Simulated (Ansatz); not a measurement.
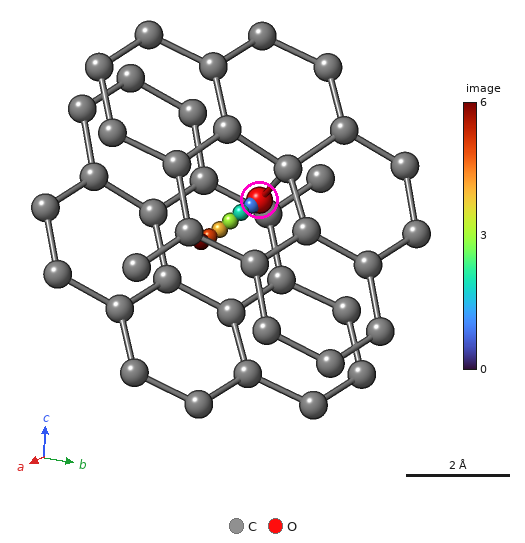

A nudged-elastic-band calculation for a defect cell of composition C$_{32}$O (33 atoms in the cell). Images are numbered from 0 (start) to 6 (end). The start is drawn whole; smaller spheres mark the moving atoms (O) in the later images, joined by lines and coloured by the number of the image. A ball-and-stick model of the atoms within 4.3 Å of the middle of the path, seen slightly off an axis. The moving atom is ringed, with any periodic copies. Bonds to atoms that aren't drawn are left out.

Level of theory: Ansatz 0.2.0, DFT PBE+D3(BJ), scalar-relativistic, plane waves, PAW. Run with plane-wave cutoff 420 eV; k-point mesh 2 × 2 × 2; Gaussian smearing 0.02 eV; 5 movable images; climbing image.

Q: What moves, how far, and at what cost in energy?

A: The O atom travels furthest, 1.48 Å from end to end, along [1 −1 −1], on a path that bends up to 0.11 Å away from the straight line. At the highest image its nearest neighbour (C) is 1.86 Å away, against 1.40 Å at the start, and the surrounding atoms stand up to 0.10 Å off the mean of their end positions. Breaking: C–O (1.40 → 2.52 Å). Forming: C–O (2.52 → 1.40 Å). The barrier is about 1.07 eV in both directions, with image 3 at the top; the ends have the same energy. The band converged in 5 iterations, with a climbing image at the top.

Limits of the set-up: the periodic images lie only 6.6 Å apart, so the values are limited by the cell's size.

The run took 65 s on 4 threads of Intel(R) Xeon(R) 6975P-C (Granite Rapids) (shared host), peak memory 1.4 GiB.
